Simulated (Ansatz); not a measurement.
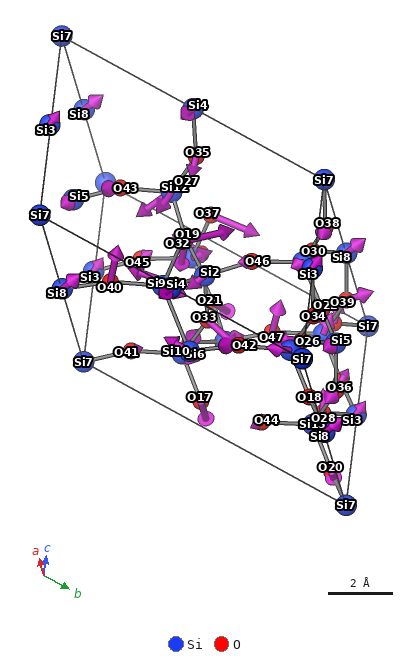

This is a relaxation of a defect cell of composition Si$_{16}$O$_{31}$ (cell charge −1). The starting structure is drawn; purple arrows show the displacements, 50 times their true length.

A ball-and-stick model of the cell of the calculation, seen from a free direction.

Case: O vacancy (site d), charge -1, atoms relaxed at the host's cell.

Theory: DFT PBE, scalar-relativistic, plane waves, PAW (Ansatz 0.2.0). Settings: plane-wave cutoff 420 eV; k-point mesh 2 × 2 × 2; occupations gaussian; smearing width 0.01 eV; collinear spin; atoms relaxed in a fixed cell; force threshold 0.025 eV/Å; at most 45 steps.

Q: What did the optimiser do to the structure, and how much energy did it gain?

A: The energy falls by 31.2 meV per cell of the calculation in 4 accepted moves (5 points after the start). The largest force component goes from 0.49 to 0.022 eV/Å. 1 step only repeated the SCF at the same geometry. The largest moves, 0.037 Å, are those of O atoms. Largest moves by element: O 0.037 Å, Si 0.019 Å. The lattice vectors keep their values. Near-neighbour distances that change, for instance: Si–Si 2.520 → 2.490 Å, O–Si 1.646 → 1.660 Å. The program noted that the starting moments weren't kept.

Limits of the set-up: the cell is charged, on a uniform background, and energies carry no finite-size correction.
